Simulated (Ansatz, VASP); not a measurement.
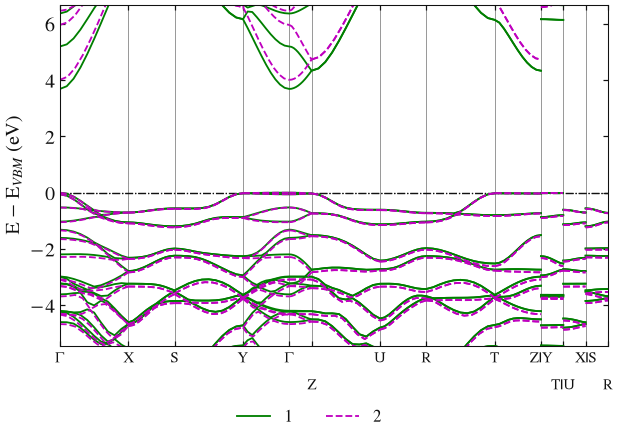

Band structures of Al2O3, space group Pnnm, 10 atoms in the cell (a = 4.61 Å, b = 9.56 Å, c = 3.12 Å, α = 90.00°, β = 90.00°, γ = 90.00°), by two methods on the same cell. Each is counted from its own valence-band top.

Question: Which curve is which? The methods: RPBE (Ansatz), LAK (VASP).

Answer: 1 is RPBE (Ansatz); 2 is LAK (VASP). RPBE (Ansatz) gives a gap of 3.69 eV along the path and LAK (VASP) gives a gap of 4.01 eV along the path.

Settings. RPBE (Ansatz): Ansatz PAW, no spin polarisation, no spin-orbit coupling, 6×3×9 k mesh, 420 eV cutoff, Fermi-Dirac smearing of 0.05 eV (Ansatz). LAK (VASP): VASP PAW PBE potentials, release 64 (Al, O), no spin polarisation, no spin-orbit coupling, 6×3×9 k mesh, 520 eV cutoff, Fermi-Dirac smearing of 0.05 eV (VASP 6.6.1).

In reduced coordinates of the cell that was run, X is (0, 0, 0.5), S is (0.5, 0, 0.5), Y is (0.5, 0, 0), Z is (0, 0.5, 0), U is (0, 0.5, 0.5), R is (0.5, 0.5, 0.5) and T is (0.5, 0.5, 0). The two runs differ in program as well. The PAW data sets were made with another functional. The usual form of Al2O3 is corundum. LDA, GGA and most meta-GGA functionals understate gaps.
